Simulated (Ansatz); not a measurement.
```cif
data_structure
_symmetry_space_group_name_H-M 'P 1'
_symmetry_Int_Tables_number 1
_cell_length_a 3.0752
_cell_length_b 3.0752
_cell_length_c 15.0652
_cell_angle_alpha 90.000
_cell_angle_beta 90.000
_cell_angle_gamma 120.000
_cell_volume 123.38
loop_
_atom_site_label
_atom_site_type_symbol
_atom_site_fract_x
_atom_site_fract_y
_atom_site_fract_z
_atom_site_occupancy
Co1 Co 0.33333 0.66667 0.66667 1
Co2 Co 0.66667 0.33333 0.33333 1
Co3 Co 0.00000 0.00000 0.00000 1
O1 O 0.66667 0.33333 0.70833 1
O2 O 0.00000 0.00000 0.37500 1
O3 O 0.33333 0.66667 0.04167 1
Co4 Co 0.66667 0.33333 0.83333 1
Co5 Co 0.00000 0.00000 0.50000 1
Co6 Co 0.33333 0.66667 0.16667 1
O4 O 0.00000 0.00000 0.87500 1
O5 O 0.33333 0.66667 0.54167 1
O6 O 0.66667 0.33333 0.20833 1
```

Space group F-43m; started from the zinc blende prototype, which need not be the ambient phase; computed pressure about 4 GPa in this cell; spin-polarised.

Level of theory: DFT PBEsol, scalar-relativistic, plane waves, PAW (Ansatz).

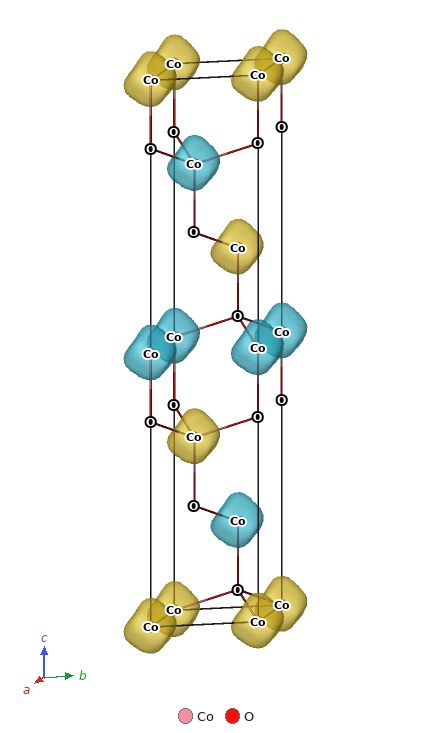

CoO. Isosurfaces of the magnetisation density (up minus down) at +0.3 (yellow) and −0.3 e/Å³ (cyan), seen slightly off an axis. Sticks mark near contacts.

In a PAW calculation such maps are meaningful between the atoms, not at the nuclei.

Q: Describe the spin distribution.

A: The spin density sits on Co: +1.8 μB (×3) and −1.8 μB (×3) in one cell of 12 atoms, with smaller moments on other sites: O (±0.13 μB): antiferromagnetic in this solution, which needn't be the ground state, with some nearest magnetic neighbours parallel and some opposed. The cell of the calculation (4 atoms) carries 0.0 μB of net spin moment.
